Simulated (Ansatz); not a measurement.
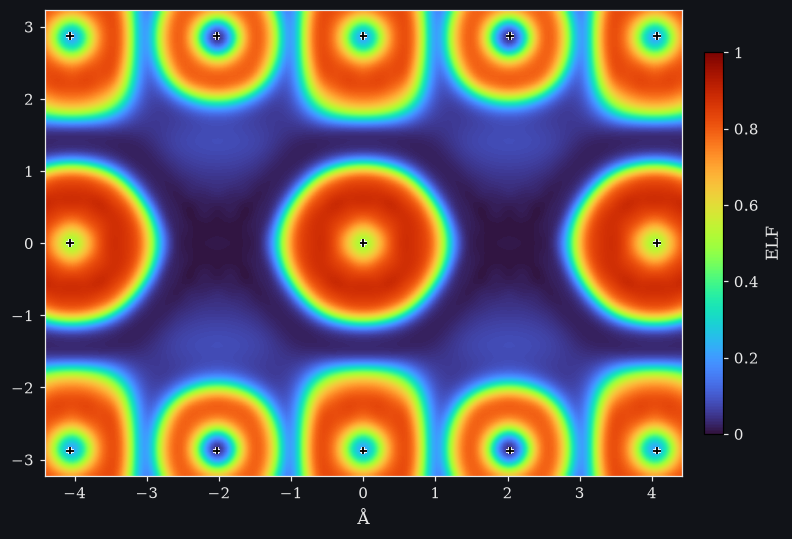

The ELF on a plane through atoms (crosses mark nuclei in the plane).

Method: Ansatz 0.2.0, DFT PBE, scalar-relativistic, plane waves, PAW.

Candidates:
A. KNbO$_{3}$, a = 4.07 Å, b = 4.07 Å, c = 4.07 Å, α = 90.00°, β = 90.00°, γ = 90.00°. Space group Pm-3m; a structure from a database of computed crystals, not necessarily the ambient phase; changed on purpose from its base cell (volume × 1.03); computed pressure about −5 GPa in this cell.
B. ZrN, a = 4.40 Å, b = 4.40 Å, c = 4.40 Å, α = 90.00°, β = 90.00°, γ = 90.00°. Space group Fm-3m; changed on purpose from its base cell (volume × 0.88); computed pressure about 42 GPa in this cell; computed without spin polarisation.
C. BN, a = 3.47 Å, b = 3.47 Å, c = 3.47 Å, α = 90.00°, β = 90.00°, γ = 90.00°. Space group F-43m; a structure from a database of computed crystals, not necessarily the ambient phase; changed on purpose from its base cell (volume × 0.88); computed pressure about 60 GPa in this cell.

Q: Which candidate gave the map?

A: Candidate A: KNbO$_{3}$ on the (110) plane of the conventional cell, which holds K, Nb and O. Nb–O (2.03 Å): the ELF peaks at about 0.80 in the valence shell of O, 0.6 Å from its nucleus, and drops to about 0.20 between the two atoms (no localised pair shows between them). K–O (2.88 Å): the ELF is about 0.05 at the midpoint: a closed-shell, largely ionic contact.
